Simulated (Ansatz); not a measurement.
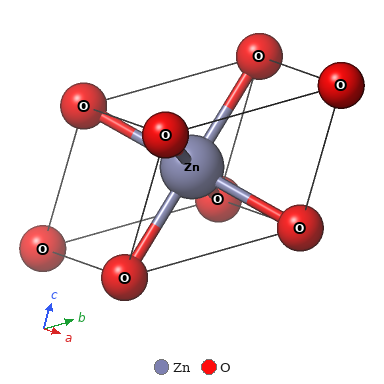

System: ZnO, space group Fm-3m (No. 225) (cell built by us, not taken from a database). The picture shows the cell.

Starting cell:
```xyz
2
Lattice="0.0000 2.1650 2.1650 2.1650 0.0000 2.1650 2.1650 2.1650 0.0000" Properties=species:S:1:pos:R:3 pbc="T T T"
Zn    2.1650    2.1650    2.1650
O     0.0000    0.0000    0.0000
```

Calculation (Ansatz 0.2.0): harmonic phonon frequencies at the irreducible points of a q mesh with atoms at rest in the given cell, q in fractions of the reciprocal cell vectors, no long-range term at q = 0, imaginary frequencies are negative, the first points where there are many; plane waves with PAW datasets. Level: PBE, no spin polarisation.

wave cutoff 420 eV; k mesh 12×12×12; occupations fixed; pressure 0 GPa; phonon method linear response; q mesh 4×4×4.

What does the calculation give for the phonon frequencies at several wave vectors (in fractions of the reciprocal vectors of the given cell)?

No frequency is imaginary, so the structure is stable to these displacements at the wave vectors computed. The highest mode among the wave vectors computed lies at 496.5 cm⁻¹, at (0 0 0.25) (at the zone centre itself the field of polar modes is left out).

```
               at  frequency (cm⁻¹)
          (0 0 0)               0.0
          (0 0 0)               0.0
          (0 0 0)               0.0
          (0 0 0)             204.0
          (0 0 0)             204.0
          (0 0 0)             204.0
       (0 0 0.25)              83.6
       (0 0 0.25)              83.6
       (0 0 0.25)             193.8
       (0 0 0.25)             193.8
       (0 0 0.25)             195.5
       (0 0 0.25)             496.5
       (0 0 -0.5)             121.9
       (0 0 -0.5)             121.9
       (0 0 -0.5)             167.5
       (0 0 -0.5)             167.5
       (0 0 -0.5)             282.6
       (0 0 -0.5)             484.1
    (0 0.25 0.25)             100.5
    (0 0.25 0.25)             100.5
    (0 0.25 0.25)             181.1
    (0 0.25 0.25)             272.8
    (0 0.25 0.25)             272.8
    (0 0.25 0.25)             454.7
    (0 0.25 -0.5)             124.0
    (0 0.25 -0.5)             147.9
    (0 0.25 -0.5)             221.2
    (0 0.25 -0.5)             264.1
    (0 0.25 -0.5)             321.6
    (0 0.25 -0.5)             448.4
   (0 0.25 -0.25)             119.3
   (0 0.25 -0.25)             142.1
   (0 0.25 -0.25)             176.4
   (0 0.25 -0.25)             227.0
   (0 0.25 -0.25)             339.8
   (0 0.25 -0.25)             457.4
    (0 -0.5 -0.5)             127.4
    (0 -0.5 -0.5)             127.4
    (0 -0.5 -0.5)             193.6
    (0 -0.5 -0.5)             322.2
    (0 -0.5 -0.5)             322.2
    (0 -0.5 -0.5)             431.1
(0.25 -0.5 -0.25)             167.1
(0.25 -0.5 -0.25)             167.1
(0.25 -0.5 -0.25)             170.3
(0.25 -0.5 -0.25)             340.0
(0.25 -0.5 -0.25)             386.3
(0.25 -0.5 -0.25)             386.3
```

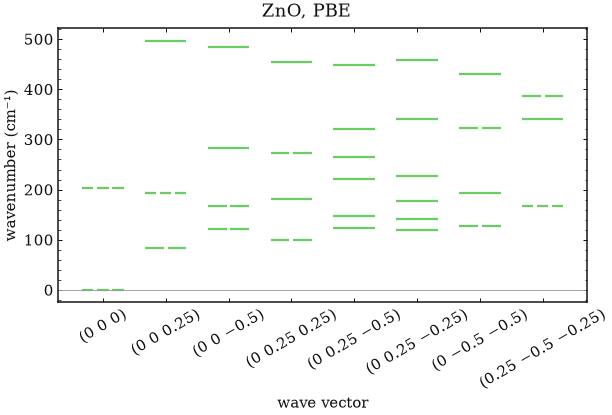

Imaginary frequencies are drawn as negative.
